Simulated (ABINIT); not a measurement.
**GW calculation of CsPbCl3 (part 2 of 3)**

CsPbCl3 (5 atoms in the cell); Kohn-Sham DFT of a periodic cell, LDA, PseudoDojo NC SR LDA v0.4.1 standard, GW, no spin polarisation (ABINIT 10.8.3); cutoff 653.07 eV, 2×2×2 k-mesh, fixed occupations. The structure derives from an entry of the Crystallography Open Database.

Geometry of the input (Å; fractional positions):
```
5.6050  0.0000  0.0000
0.0000  5.6050  0.0000
0.0000  0.0000  5.6050
Pb 0.5000  0.5000  0.5000
Cs 0.0000  0.0000  0.0000
Cl 0.5000  0.0000  0.5000
Cl 0.0000  0.5000  0.5000
Cl 0.5000  0.5000  0.0000
```

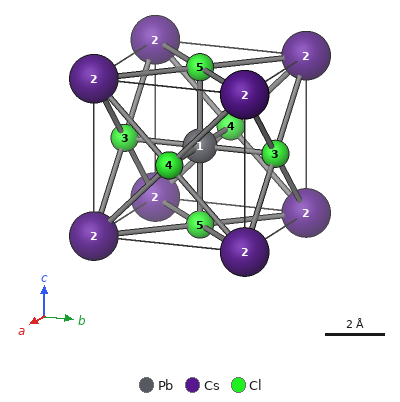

Fig. 1: The structure (ball-and-stick view of the cell of the calculation, seen slightly off an axis; atoms are numbered from 1 in the order of the input).

**What the program printed, continued**
```
     iter   Etot(hartree)      deltaE(h)  residm     vres2
 ETOT  1  -141.82869358071    -1.418E+02 1.499E-01 1.295E+02
 ETOT  2  -143.13460434278    -1.306E+00 1.755E-03 5.644E+01
 ETOT  3  -143.14398120520    -9.377E-03 2.978E-04 9.809E+00
 ETOT  4  -143.14456336390    -5.822E-04 2.735E-05 1.677E+00
 ETOT  5  -143.14474919188    -1.858E-04 1.212E-05 5.194E-02
 ETOT  6  -143.14475315094    -3.959E-06 7.816E-07 5.102E-02
 ETOT  7  -143.14476068800    -7.537E-06 1.373E-07 1.004E-03
 ETOT  8  -143.14476088165    -1.936E-07 2.842E-08 1.163E-05
 ETOT  9  -143.14476088914    -7.490E-09 2.663E-09 9.224E-06
 ETOT 10  -143.14476089211    -2.964E-09 8.716E-10 5.433E-07
 ETOT 11  -143.14476089236    -2.497E-10 4.244E-11 4.410E-08
 ETOT 12  -143.14476089237    -1.776E-11 1.523E-11 4.248E-10
 ETOT 13  -143.14476089238    -2.672E-12 1.039E-12 5.503E-10
 ETOT 14  -143.14476089238    -1.165E-12 3.336E-13 7.619E-11
 ETOT 15  -143.14476089238    -1.876E-12 2.765E-14 4.012E-13

 At SCF step   15       vres2   =  4.01E-13 < tolvrs=  1.00E-12 =>converged.

 Cartesian components of stress tensor (hartree/bohr^3)
  sigma(1 1)=  2.08628825E-06  sigma(3 2)=  0.00000000E+00
  sigma(2 2)=  2.08628825E-06  sigma(3 1)=  0.00000000E+00
  sigma(3 3)=  2.08628825E-06  sigma(2 1)=  0.00000000E+00

--- !ResultsGS
iteration_state: {dtset: 1, }
comment   : Summary of ground state results
lattice_vectors:
- [ 10.5919149,   0.0000000,   0.0000000, ]
- [  0.0000000,  10.5919149,   0.0000000, ]
- [  0.0000000,   0.0000000,  10.5919149, ]
lattice_lengths: [  10.59191,   10.59191,   10.59191, ]
lattice_angles: [ 90.000,  90.000,  90.000, ] # degrees, (23, 13, 12)
lattice_volume:   1.1882928E+03
convergence: {deltae: -1.876E-12, res2:  4.012E-13, residm:  2.765E-14, diffor: null, }
etotal    :  -1.43144761E+02
entropy   :   0.00000000E+00
fermie    :   6.45805228E-02
cartesian_stress_tensor: # hartree/bohr^3
- [  2.08628825E-06,   0.00000000E+00,   0.00000000E+00, ]
- [  0.00000000E+00,   2.08628825E-06,   0.00000000E+00, ]
- [  0.00000000E+00,   0.00000000E+00,   2.08628825E-06, ]
pressure_GPa:  -6.1381E-02
xred      :
- [  5.0000E-01,   5.0000E-01,   5.0000E-01, Pb]
- [  0.0000E+00,   0.0000E+00,   0.0000E+00, Cs]
- [  5.0000E-01,   0.0000E+00,   5.0000E-01, Cl]
- [  0.0000E+00,   5.0000E-01,   5.0000E-01, Cl]
- [  5.0000E-01,   5.0000E-01,   0.0000E+00, Cl]
cartesian_forces: # hartree/bohr
- [ -0.00000000E+00,  -0.00000000E+00,  -0.00000000E+00, ]
- [ -0.00000000E+00,  -0.00000000E+00,  -0.00000000E+00, ]
- [ -0.00000000E+00,  -0.00000000E+00,  -0.00000000E+00, ]
- [ -0.00000000E+00,  -0.00000000E+00,  -0.00000000E+00, ]
- [ -0.00000000E+00,  -0.00000000E+00,  -0.00000000E+00, ]
force_length_stats: {min:   0.00000000E+00, max:   0.00000000E+00, mean:   0.00000000E+00, }
...

 Integrated electronic density in atomic spheres:
 ------------------------------------------------
 Atom  Sphere_radius  Integrated_density
    1        2.00000         10.06753244
    2        2.00000          4.47548159
    3        2.00000          5.04544632
    4        2.00000          5.04544632
    5        2.00000          5.04544632
================================================================================

 ----iterations are completed or convergence reached----

 Mean square residual over all n,k,spin=   36.979E-17; max=  27.647E-15
 reduced coordinates (array xred) for    5 atoms
       0.500000000000      0.500000000000      0.500000000000
       0.000000000000      0.000000000000      0.000000000000
       0.500000000000      0.000000000000      0.500000000000
       0.000000000000      0.500000000000      0.500000000000
       0.500000000000      0.500000000000      0.000000000000
 rms dE/dt=  0.0000E+00; max dE/dt=  0.0000E+00; dE/dt below (all hartree)
    1       0.000000000000      0.000000000000      0.000000000000
    2       0.000000000000      0.000000000000      0.000000000000
    3       0.000000000000      0.000000000000      0.000000000000
    4       0.000000000000      0.000000000000      0.000000000000
    5       0.000000000000      0.000000000000      0.000000000000

 cartesian coordinates (angstrom) at end:
    1      2.80249999809149     2.80249999809149     2.80249999809149
    2      0.00000000000000     0.00000000000000     0.00000000000000
    3      2.80249999809149     0.00000000000000     2.80249999809149
    4      0.00000000000000     2.80249999809149     2.80249999809149
    5      2.80249999809149     2.80249999809149     0.00000000000000

 cartesian forces (hartree/bohr) at end:
    1     -0.00000000000000    -0.00000000000000    -0.00000000000000
    2     -0.00000000000000    -0.00000000000000    -0.00000000000000
    3     -0.00000000000000    -0.00000000000000    -0.00000000000000
    4     -0.00000000000000    -0.00000000000000    -0.00000000000000
    5     -0.00000000000000    -0.00000000000000    -0.00000000000000
 frms,max,avg= 0.0000000E+00 0.0000000E+00   0.000E+00  0.000E+00  0.000E+00 h/b

 cartesian forces (eV/Angstrom) at end:
    1     -0.00000000000000    -0.00000000000000    -0.00000000000000
    2     -0.00000000000000    -0.00000000000000    -0.00000000000000
    3     -0.00000000000000    -0.00000000000000    -0.00000000000000
    4     -0.00000000000000    -0.00000000000000    -0.00000000000000
    5     -0.00000000000000    -0.00000000000000    -0.00000000000000
 frms,max,avg= 0.0000000E+00 0.0000000E+00   0.000E+00  0.000E+00  0.000E+00 e/A
 length scales= 10.591914928500 10.591914928500 10.591914928500 bohr
              =  5.604999996183  5.604999996183  5.604999996183 angstroms
 Fermi (or HOMO) energy (hartree) =   0.06458   Average Vxc (hartree)=  -0.31107
 Eigenvalues (hartree) for nkpt=   4  k points:
 kpt#   1, nband= 22, wtk=  0.12500, kpt=  0.0000  0.0000  0.0000 (reduced coord)
  -0.71816   -0.55365   -0.55365   -0.54498   -0.54498   -0.54498   -0.48670   -0.45317
  -0.45317   -0.23062   -0.23062   -0.23062   -0.18820   -0.10708   -0.10708   -0.10708
  -0.02834   -0.02834   -0.02834   -0.02406   -0.02406   -0.02406
 prteigrs : prtvol=0 or 1, do not print more k-points.

--- !EnergyTerms
iteration_state     : {dtset: 1, }
comment             : Components of total free energy in Hartree
kinetic             :  5.64231784241695E+01
hartree             :  3.46648405584393E+01
xc                  : -4.00022245760421E+01
Ewald energy        : -8.74707110450577E+01
psp_core            :  3.42448364596806E+00
local_psp           : -1.06051792932144E+02
non_local_psp       : -4.13253496771186E+00
total_energy        : -1.43144760892379E+02
total_energy_eV     : -3.89516737773112E+03
band_energy         : -1.22767375408860E+01
...

 Cartesian components of stress tensor (hartree/bohr^3)
  sigma(1 1)=  2.08628825E-06  sigma(3 2)=  0.00000000E+00
  sigma(2 2)=  2.08628825E-06  sigma(3 1)=  0.00000000E+00
  sigma(3 3)=  2.08628825E-06  sigma(2 1)=  0.00000000E+00

-Cartesian components of stress tensor (GPa)         [Pressure= -6.1381E-02 GPa]
- sigma(1 1)=  6.13807195E-02  sigma(3 2)=  0.00000000E+00
- sigma(2 2)=  6.13807195E-02  sigma(3 1)=  0.00000000E+00
- sigma(3 3)=  6.13807195E-02  sigma(2 1)=  0.00000000E+00

================================================================================
== DATASET  2 ==================================================================

--- !DatasetInfo
iteration_state: {dtset: 2, }
dimensions: {natom: 5, nkpt: 4, mband: 158, nsppol: 1, nspinor: 1, nspden: 1, mpw: 6704, }
cutoff_energies: {ecut:  24.0, pawecutdg:  -1.0, }
electrons: {nelect:   4.40000000E+01, charge:   0.00000000E+00, occopt:   1.00000000E+00, tsmear:   1.00000000E-02, }
meta: {optdriver: 0, ionmov: 0, optcell: 0, iscf: -2, paral_kgb: 0, }
...

 mkfilename : getden/=0, take file _DEN from output of DATASET   1.

 Exchange-correlation functional for the present dataset will be:
  LDA: Perdew-Wang 92 LSD fit to Ceperley-Alder data - ixc=7
  J.P.Perdew and Y.Wang, PRB 45, 13244 (1992)

 Real(R)+Recip(G) space primitive vectors, cartesian coordinates (Bohr,Bohr^-1):
 R(1)= 10.5919149  0.0000000  0.0000000  G(1)=  0.0944116  0.0000000  0.0000000
 R(2)=  0.0000000 10.5919149  0.0000000  G(2)=  0.0000000  0.0944116  0.0000000
 R(3)=  0.0000000  0.0000000 10.5919149  G(3)=  0.0000000  0.0000000  0.0944116
 Unit cell volume ucvol=  1.1882928E+03 bohr^3
 Angles (23,13,12)=  9.00000000E+01  9.00000000E+01  9.00000000E+01 degrees

 getcut: wavevector=  0.0000  0.0000  0.0000  ngfft=  48  48  48
         ecut(hartree)=     24.000   => boxcut(ratio)=   2.05493
--------------------------------------------------------------------------------

================================================================================
 Non-SCF case, kpt    1 (  0.00000  0.00000  0.00000), residuals and eigenvalues=
  2.73E-13  3.38E-13  6.17E-13  5.38E-13  4.52E-13  4.74E-13  4.77E-13  4.82E-13
  2.56E-13  5.00E-13  7.01E-13  2.04E-13  8.08E-13  2.85E-13  3.17E-13  2.20E-13
  2.70E-13  5.13E-13  3.36E-13  2.48E-13  5.43E-13  5.15E-13  3.42E-13  8.30E-13
  9.02E-13  8.94E-13  9.15E-13  2.54E-13  4.69E-13  6.81E-13  4.59E-13  6.07E-13
  6.94E-13  3.62E-13  4.19E-13  3.39E-13  2.14E-13  5.47E-13  2.82E-13  8.29E-13
  9.33E-13  6.89E-13  3.81E-13  3.87E-13  5.95E-13  5.42E-13  6.56E-13  5.62E-13
  6.94E-13  6.32E-13  4.87E-13  6.17E-13  7.76E-13  2.30E-13  7.16E-13  7.99E-13
  4.75E-13  3.21E-13  2.38E-13  4.75E-13  7.49E-13  8.05E-13  2.61E-13  8.53E-13
  4.86E-13  7.03E-13  3.60E-13  4.33E-13  4.24E-13  6.41E-13  7.32E-13  7.83E-13
  4.07E-13  4.15E-13  3.66E-13  9.64E-13  3.61E-13  2.93E-13  3.74E-13  2.79E-13
  3.43E-13  4.54E-13  6.99E-13  3.78E-13  5.51E-13  6.38E-13  5.76E-13  9.21E-13
  4.58E-13  3.91E-13  2.51E-13  4.97E-13  9.49E-13  3.21E-13  4.88E-13  8.27E-13
  3.93E-13  5.67E-13  5.35E-13  2.66E-13  3.00E-13  4.96E-13  5.77E-13  7.17E-13
  6.04E-13  7.53E-13  6.11E-13  3.29E-13  8.12E-13  4.85E-13  3.68E-13  4.04E-13
  7.38E-13  7.93E-13  6.32E-13  9.02E-13  6.57E-13  8.74E-13  3.96E-13  8.42E-13
  4.91E-13  5.61E-13  6.12E-13  8.58E-13  2.60E-13  7.58E-13  7.63E-13  4.57E-13
  4.27E-13  4.58E-13  5.28E-13  8.32E-13  8.37E-13  5.33E-13  6.44E-13  6.86E-13
  7.69E-13  4.54E-13  1.86E-13  5.35E-13  8.75E-13  9.22E-13  7.72E-13  1.43E-13
  3.53E-13  3.17E-11  3.52E-13  4.93E-13  4.51E-09  8.53E-11  2.97E-10  5.63E-06
  2.54E-11  1.53E-10  3.80E-05  4.06E-06  7.23E-10  3.23E-08
 -7.1816E-01 -5.5365E-01 -5.5365E-01 -5.4498E-01 -5.4498E-01 -5.4498E-01
 -4.8670E-01 -4.5317E-01 -4.5317E-01 -2.3062E-01 -2.3062E-01 -2.3062E-01
 -1.8820E-01 -1.0708E-01 -1.0708E-01 -1.0708E-01 -2.8337E-02 -2.8337E-02
 -2.8337E-02 -2.4060E-02 -2.4060E-02 -2.4060E-02  1.7486E-01  2.1395E-01
  2.1395E-01  2.4878E-01  2.4878E-01  2.4878E-01  2.8474E-01  2.8474E-01
  2.8474E-01  3.6490E-01  3.6490E-01  3.6490E-01  4.4187E-01  4.4187E-01
  4.4187E-01  4.6035E-01  4.6035E-01  4.6621E-01  5.0192E-01  5.0192E-01
  5.0192E-01  5.2490E-01  5.2490E-01  5.4365E-01  5.4365E-01  5.4365E-01
  5.6203E-01  5.6203E-01  5.6203E-01  5.8717E-01  5.8717E-01  5.8717E-01
  5.9438E-01  5.9464E-01  6.4277E-01  6.4277E-01  6.4808E-01  6.4808E-01
  6.4808E-01  6.5716E-01  6.5926E-01  6.9445E-01  6.9445E-01  6.9445E-01
  7.1554E-01  7.5638E-01  7.5638E-01  8.0467E-01  8.0467E-01  8.0467E-01
  8.2422E-01  8.2422E-01  8.2422E-01  8.5559E-01  8.5559E-01  8.5559E-01
  9.1170E-01  9.1170E-01  9.1170E-01  9.4604E-01  9.4604E-01  9.4604E-01
  9.5512E-01  9.5512E-01  9.5512E-01  9.7012E-01  9.7632E-01  9.7632E-01
  9.7632E-01  9.8423E-01  9.8423E-01  9.8423E-01  1.0159E+00  1.0159E+00
  1.0187E+00  1.0187E+00  1.0187E+00  1.0727E+00  1.0727E+00  1.1125E+00
  1.1125E+00  1.1125E+00  1.1437E+00  1.1437E+00  1.1437E+00  1.1789E+00
  1.2057E+00  1.2057E+00  1.2137E+00  1.2137E+00  1.2137E+00  1.2854E+00
  1.2868E+00  1.2868E+00  1.2868E+00  1.3066E+00  1.3467E+00  1.3467E+00
  1.3610E+00  1.3656E+00  1.3656E+00  1.3656E+00  1.3679E+00  1.3679E+00
  1.3679E+00  1.3769E+00  1.3769E+00  1.3769E+00  1.4391E+00  1.4391E+00
  1.4537E+00  1.4537E+00  1.4537E+00  1.4728E+00  1.4728E+00  1.4945E+00
  1.4945E+00  1.5187E+00  1.5290E+00  1.5290E+00  1.5290E+00  1.5469E+00
  1.5469E+00  1.5469E+00  1.5645E+00  1.5645E+00  1.5645E+00  1.5971E+00
  1.5971E+00  1.5971E+00  1.5999E+00  1.5999E+00  1.6002E+00  1.6142E+00
  1.6147E+00  1.6147E+00
 prteigrs : prtvol=0 or 1, do not print more k-points.

--- !ResultsGS
iteration_state: {dtset: 2, }
comment   : Summary of ground state results
lattice_vectors:
- [ 10.5919149,   0.0000000,   0.0000000, ]
- [  0.0000000,  10.5919149,   0.0000000, ]
- [  0.0000000,   0.0000000,  10.5919149, ]
lattice_lengths: [  10.59191,   10.59191,   10.59191, ]
lattice_angles: [ 90.000,  90.000,  90.000, ] # degrees, (23, 13, 12)
lattice_volume:   1.1882928E+03
convergence: {deltae:  0.000E+00, res2:  0.000E+00, residm:  9.899E-13, diffor:  0.000E+00, }
etotal    :  -1.43144761E+02
entropy   :   0.00000000E+00
fermie    :   6.45805228E-02
cartesian_stress_tensor: null
pressure_GPa: null
xred      :
- [  5.0000E-01,   5.0000E-01,   5.0000E-01, Pb]
- [  0.0000E+00,   0.0000E+00,   0.0000E+00, Cs]
- [  5.0000E-01,   0.0000E+00,   5.0000E-01, Cl]
- [  0.0000E+00,   5.0000E-01,   5.0000E-01, Cl]
- [  5.0000E-01,   5.0000E-01,   0.0000E+00, Cl]
cartesian_forces: null
force_length_stats: {min: null, max: null, mean: null, }
...

 Integrated electronic density in atomic spheres:
 ------------------------------------------------
 Atom  Sphere_radius  Integrated_density
    1        2.00000         10.06753244
    2        2.00000          4.47548159
    3        2.00000          5.04544632
    4        2.00000          5.04544632
    5        2.00000          5.04544632
================================================================================

 ----iterations are completed or convergence reached----
```
